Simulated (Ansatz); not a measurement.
Input file:

```
crystal:
  lattice:
    - [-2.45685, 4.255389, 5.4047]
    - [4.9137, 0.0, 5.4047]
    - [4.9137, 8.510778, 0.0]
  atoms:
    - { symbol: Si, position: [0.0944748, 0.5667265, 0.9581059] }
    - { symbol: Si, position: [0.4045617, 0.9262523, 0.0335035] }
    - { symbol: Si, position: [0.0043407, -0.004368, 0.2687305] }
    - { symbol: O, position: [0.3152981, 0.4704302, 0.9732217] }
    - { symbol: O, position: [0.1838815, 0.0327735, 0.119902] }
    - { symbol: O, position: [0.9246467, 0.5161317, 0.1077636] }
    - { symbol: O, position: [0.5780559, 0.3024073, 0.1434244] }
    - { symbol: O, position: [0.9253689, 0.1880464, 0.3305319] }
    - { symbol: O, position: [0.5669742, 0.9783179, 0.0818407] }
    - { symbol: Si, position: [0.0971438, 0.5679283, 0.4502783] }
    - { symbol: Si, position: [0.3948728, 0.9315, 0.5374421] }
    - { symbol: Si, position: [0.0014612, 0.001999, 0.7610889] }
    - { symbol: O, position: [0.1768371, 0.0294608, 0.6186848] }
    - { symbol: O, position: [0.9309748, 0.5151642, 0.6117242] }
    - { symbol: O, position: [0.5748818, 0.3015743, 0.6465612] }
    - { symbol: O, position: [0.9320023, 0.196801, 0.830978] }
    - { symbol: O, position: [0.5673835, 0.9829803, 0.5806157] }
    - { symbol: Si, position: [0.5970727, 0.0744322, 0.2057284] }
    - { symbol: Si, position: [0.9032341, 0.4326047, 0.2840743] }
    - { symbol: Si, position: [0.4978095, 0.4999847, 0.5178511] }
    - { symbol: O, position: [0.8203434, 0.9638686, 0.2189498] }
    - { symbol: O, position: [0.6820249, 0.53057, 0.3712862] }
    - { symbol: O, position: [0.4299081, 0.0200745, 0.3562527] }
    - { symbol: O, position: [0.0750441, 0.7983991, 0.3905365] }
    - { symbol: O, position: [0.4264693, 0.6828343, 0.5795848] }
    - { symbol: O, position: [0.0715435, 0.4735993, 0.3260551], spin: 1.0 }
    - { symbol: Si, position: [0.5923967, 0.0701404, 0.6971748] }
    - { symbol: Si, position: [0.9001214, 0.4285186, 0.7853361] }
    - { symbol: Si, position: [0.5028793, 0.5031296, 0.0172199] }
    - { symbol: O, position: [0.8203923, 0.9723768, 0.7231657] }
    - { symbol: O, position: [0.6755391, 0.5340038, 0.8687403] }
    - { symbol: O, position: [0.4308974, 0.0204501, 0.8547943] }
    - { symbol: O, position: [0.0726355, 0.8115531, 0.8849792] }
    - { symbol: O, position: [0.4215494, 0.6892462, 0.0809701] }
    - { symbol: O, position: [0.0780685, 0.4703927, 0.835685] }
magnetization:
  spin_polarized: true
total_charge: -1
basis:
  ecutwfc: 420.0
kpoints:
  mp_grid: { grid: [2, 2, 2] }
hamiltonian:
  xc: pbesol
  pseudopotentials: { kind: paw, azcp: { folder: soft_1 } }
scf:
  occupations: { method: gaussian, width: 0.02 }
  lower_state_search: "off"
relax:
  f_tol: 0.03
  max_steps: 60
  adjacent_minimum: "off"
output:
  write_density: true
  write_potential: true
  elf: true
  volumetric_format: npy
```

Command:

```sh
ansatz run input.yaml --threads 4 --pin off --max-ram 10240MiB --backend cpu --events-out ev --progress --plain --runs-dir out
```

The fields are those of the run's last geometry, not of the input's.

PAW files of the earlier set (soft_1); spin-polarised.

Method: DFT PBEsol, scalar-relativistic, plane waves, PAW in Ansatz.

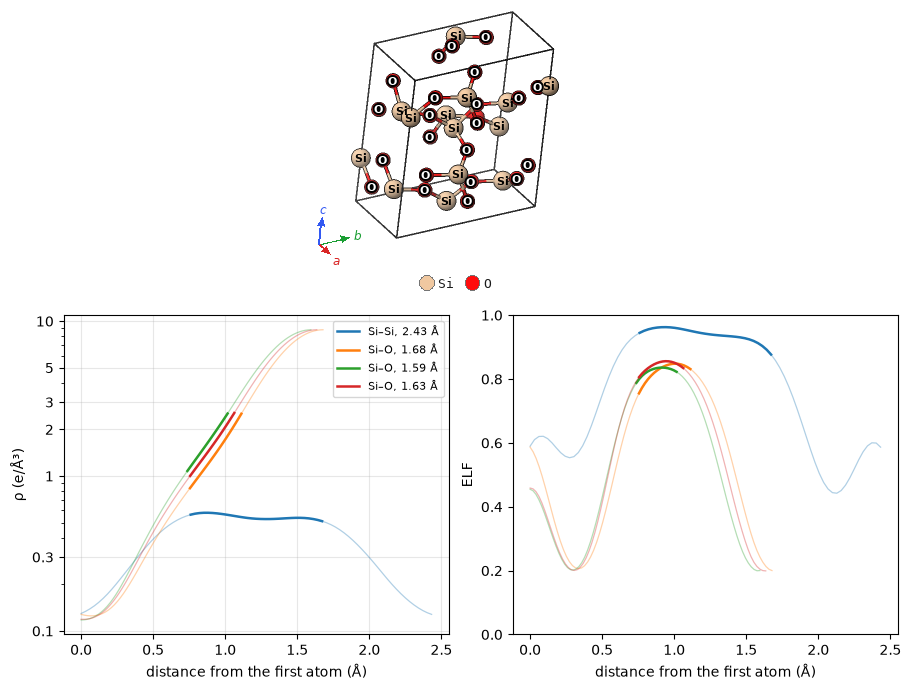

Si$_{12}$O$_{23}$ (cell charge −1, with a compensating background) (cell with a defect). Valence pseudo-density and electron localisation function along straight lines between neighbouring atoms. Thin, pale parts lie inside the atomic spheres. The structure is drawn too.

The density is the valence pseudo-density of a PAW calculation; it isn't the true density close to the nuclei.

**What can be read from the curves?**

Si–Si (2.43 Å): ρ is about 0.53 e/Å³ halfway; the ELF peaks at about 0.95 between the atoms: a shared electron pair.
Si–O (1.68 Å): the density is about 1.1 e/Å³ at the midpoint; the ELF peaks at about 0.85 between the atoms, as expected for a polar covalent bond.
Si–O (1.59 Å): the density is about 1.3 e/Å³ at the midpoint; the ELF peaks at about 0.85 between the atoms, as expected for a polar covalent bond.
Si–O (1.63 Å): ρ at the midpoint is about 1.2 e/Å³; the ELF peaks at about 0.85 between the atoms, as expected for a polar covalent bond.
